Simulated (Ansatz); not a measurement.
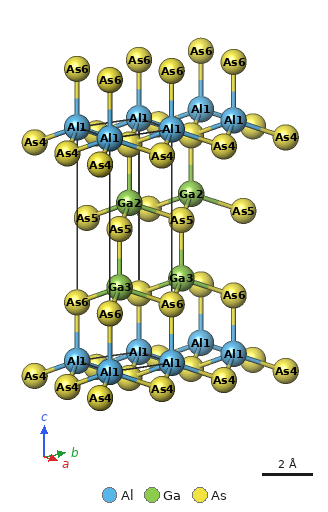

Starting structure of crystalline AlGa2As3 (a generated structure, set up in P3m1) (coarse preliminary run). The picture is a ball-and-stick view of the cell of the calculation, repeated 1 × 2 × 1 with one cell outlined, seen slightly off an axis.

These are results of DFT PBE, scalar-relativistic, plane waves, PAW in Ansatz, not measurements.

Input file:
```yaml
crystal:
  lattice:
    - [3.8843796, 0.0, 0.0]
    - [-1.9421898, 3.36397141, 0.0]
    - [0.0, 0.0, 9.51474799]
  atoms:
    - { symbol: Al, position: [0.0, 0.0, 0.0] }
    - { symbol: Ga, position: [0.33333333, 0.66666667, 0.66666667] }
    - { symbol: Ga, position: [0.66666667, 0.33333333, 0.33333333] }
    - { symbol: As, position: [0.33333333, 0.66666667, 0.91666667] }
    - { symbol: As, position: [0.66666667, 0.33333333, 0.58333333] }
    - { symbol: As, position: [0.0, 0.0, 0.25] }
basis:
  ecutwfc: 420
kpoints:
  mp_grid: { grid: [6, 6, 2] }
hamiltonian:
  xc: pbe
scf:
  occupations: { method: gaussian, width: 0.1 }
  lower_state_search: "off"
output:
  forces: true
  stress: true
  eigenvalues: true
relax:
  adjacent_minimum: "off"
  f_tol: 0.04
  max_steps: 70
  cell: { stress_tol: 0.4 }
```

Launched with:
```bash
ansatz run input.yaml --threads 1 --pin off --max-ram 2560MiB --backend cpu --events-out ev --progress --plain --runs-dir out
```

What does the optimiser find from here?

Over 3 accepted moves (5 points after the start) the energy falls by 0.540 eV per cell of the calculation. Largest force component: 0.11 eV/Å at the start, 0.0065 eV/Å at the end. The pressure goes from 11.18 to 0.02 GPa. The SCF was repeated twice at an unchanged geometry on a basis and grid sized afresh for the cell, which shifted the energy by 5.1 meV per cell of the calculation at most. As4 moves most relative to the cell: 0.011 Å along +c. Largest moves by element: As 0.011 Å, Al 0.006 Å, Ga 0.001 Å. Cell: a = b 3.884 → 4.061 Å (+4.6 %), c 9.515 → 9.921 Å (+4.3 %). Volume +14.0 %. Among the contacts that change: Ga2–As4 2.379 → 2.491 Å, Ga3–As5 2.379 → 2.482 Å, Al1–As4 2.379 → 2.480 Å. The space group stays P3m1 (No. 156). Cost: 49 s on 1 thread of Arm Neoverse V2 (shared host), peak memory 0.4 GiB.

Final geometry:

```
CELL_PARAMETERS angstrom
4.06113 0.00000 0.00000
-2.03057 3.51704 0.00000
0.00000 0.00000 9.92139
ATOMIC_POSITIONS crystal
Al 0.00000 0.00000 0.99938
Ga 0.33333 0.66667 0.66676
Ga 0.66667 0.33333 0.33327
As 0.33333 0.66667 0.91779
As 0.66667 0.33333 0.58345
As 0.00000 0.00000 0.24935
```

The end point in the same view:

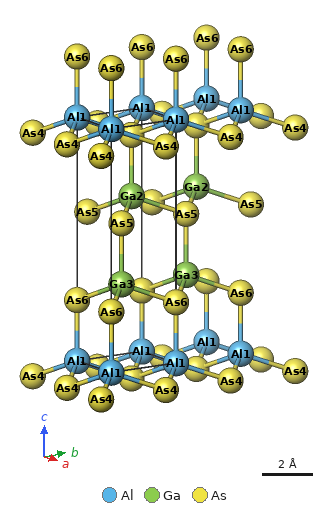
